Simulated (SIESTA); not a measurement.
# Energy of MnH₂O₂ along an even scaling of the cell

System: MnH₂O₂ (5 atoms in the cell).
Method: Kohn-Sham DFT of a periodic cell, PBEsol, PseudoDojo 0.4 standard, converted to PSML, spin-polarised (SIESTA 5.4.2).

The 7 runs differ only in the geometry, by an even scaling of the cell at fixed fractional positions. The structure derives from an entry of the Crystallography Open Database.

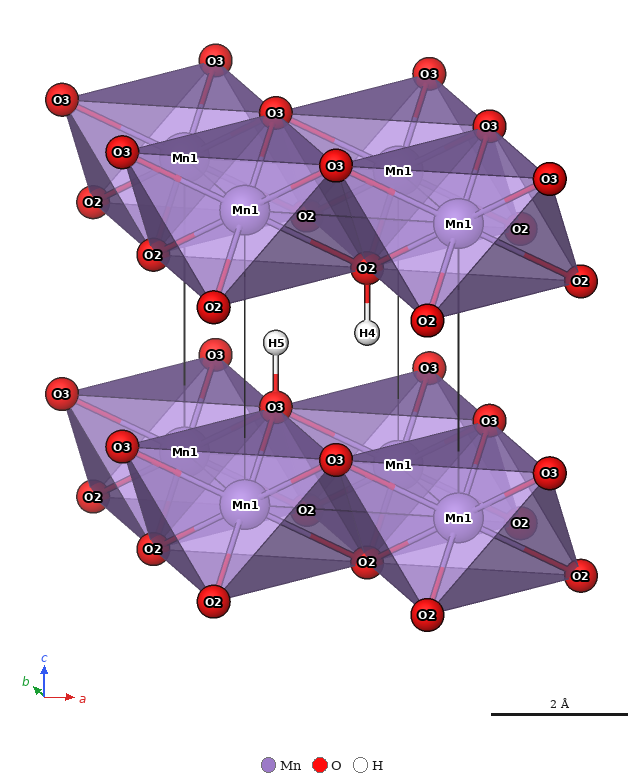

Figure 1. The structure of run 4 (polyhedral view of the cell of the calculation, seen slightly off an axis; polyhedra are completed across the faces of the cell; atoms are numbered from 1 in the order of the input). An atom can appear more than once, as a periodic image.

## Input of run 4
```
SystemName                      Pyrochroite
SystemLabel                     MnH2O2
NumberOfSpecies                 3
NumberOfAtoms                   5
%block ChemicalSpeciesLabel
  1  25 Mn
  2   8 O
  3   1 H
%endblock ChemicalSpeciesLabel

LatticeConstant                 1.0 Ang
%block LatticeVectors
     3.2500000000     0.0000000000     0.0000000000
    -1.6250000000     2.8145825623     0.0000000000
     0.0000000000     0.0000000000     4.4800000000
%endblock LatticeVectors
AtomicCoordinatesFormat         Fractional
%block AtomicCoordinatesAndAtomicSpecies
     0.0000000000     0.0000000000     0.0000000000  1  Mn
     0.6666666667     0.3333333333     0.7740000000  2  O
     0.3333333333     0.6666666667     0.2260000000  2  O
     0.6666666667     0.3333333333     0.5540000000  3  H
     0.3333333333     0.6666666667     0.4460000000  3  H
%endblock AtomicCoordinatesAndAtomicSpecies

%block kgrid.MonkhorstPack
    7   0   0  0.0
    0   7   0  0.0
    0   0   4  0.0
%endblock kgrid.MonkhorstPack
XC.Functional                   GGA
XC.Authors                      PBEsol
PAO.BasisSize                   DZP
PAO.EnergyShift                 0.003 Ry
Mesh.Cutoff                     800 Ry
Spin                            polarized
%block DM.InitSpin
    1   4.000
    2   0.000
    3   0.000
    4   0.000
    5   0.000
%endblock DM.InitSpin
OccupationFunction              FD
ElectronicTemperature           0.05 eV
MaxSCFIterations                200
SCF.MustConverge                false
SCF.Mixer.Method                Pulay
SCF.Mixer.Weight                0.1
SCF.Mixer.History               10
SCF.DM.Tolerance                5.0e-05
SCF.H.Tolerance                 1.0e-03 eV
WriteForces                     true
Charge.Mulliken                 end
%block PAO.Basis
  Mn 5
  n=3 0 2
    2.738 0.000
  n=4 0 2
    7.595 0.000
  n=3 1 2
    3.070 0.000
  n=4 1 1
    7.595
  n=3 2 2
    5.098 0.000
%endblock PAO.Basis
```

Command:
```bash
siesta MnH2O2.fdf > MnH2O2.out 2>&1
```

Run 3 differs from it as follows:
```diff
-     3.2500000000     0.0000000000     0.0000000000
-    -1.6250000000     2.8145825623     0.0000000000
-     0.0000000000     0.0000000000     4.4800000000
+     3.2281872622     0.0000000000     0.0000000000
+    -1.6140936311     2.7956921773     0.0000000000
+     0.0000000000     0.0000000000     4.4499319799
```

## Results, with one run withheld

```tsv
run	volume per atom (Å³)	free energy per atom, from the lowest run given (meV)	pressure (GPa)	gap on the mesh (eV)
1	7.704	46.97	18.37	0.26
2	7.868	30.31	14.27	0.26
3	8.032	?	?	?
4	8.196	8.66	7.12	0.28
5	8.360	2.95	4.11	0.29
6	8.524	0.13	1.43	0.30
7	8.688	0.00	−1.15	0.31
```

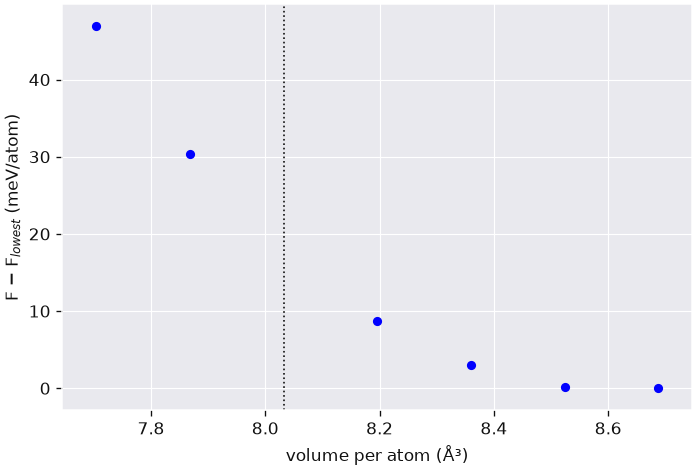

Figure 2. Free energy per atom of the runs given; the dotted line marks run 3.

What should run 3 give?

A cubic polynomial in V^(−2/3) (the Birch–Murnaghan form), fitted to the 6 runs given, misses them by at most 0.02 meV per atom. With x = V^(−2/3) − 0.24570 Å⁻², it reads F = 8.0187 + 2145.1 x + 1.4009e+05 x² + 1.2391e+05 x³ (meV per atom). At run 3 it gives 17.67 meV per atom, and the run itself gives 17.66. The slope of the fit gives a pressure −dF/dV of 10.51 GPa there, and the run prints 10.53 GPa. The fit has its minimum at 8.615 Å³ per atom, where V d²F/dV² gives 128 GPa. Cell shape and fractional positions are held, so this is the stiffness under even scaling; the relaxed bulk modulus wasn't computed and can be far lower in a crystal of layers, chains or molecules like this one. The gap on the mesh goes, without turning, from 0.26 eV in run 1 to 0.31 eV in run 7; run 3 has 0.27 eV. These are gaps of this functional on this mesh, which can miss the band edges; they aren't the measured gap.

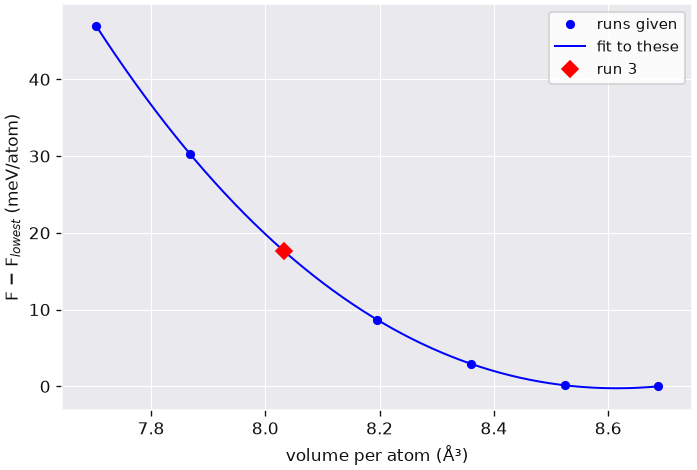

Figure 3. The fit and the withheld run.

## Some lines of the output (run 3)
```
[...]
outcell: Cell volume (Ang**3)        :     40.1607
stepf: Fermi-Dirac step function
siesta: Etot    =     -3883.854399
siesta: FreeEng =     -3883.867236
        iscf     Eharris(eV)        E_KS(eV)     FreeEng(eV)     dDmax    Ef(eV) dHmax(eV)
siesta: E_KS(eV) =            -3888.7292
siesta: E_KS - E_eggbox =     -3888.7292
siesta: Etot    =     -3888.729218
siesta: FreeEng =     -3888.729549
siesta:         Fermi =      -3.779559
siesta: Cell volume =         40.160716 Ang**3
    Orbital volume contribution        =           2.338652 eV
```

Notes: Points of doubt noted for this run: mulliken charges of long orbitals. Semilocal DFT without U tends to delocalise the d electrons of such compounds and to underestimate the gap. With a small basis of atomic orbitals these values can differ much from converged plane-wave results.
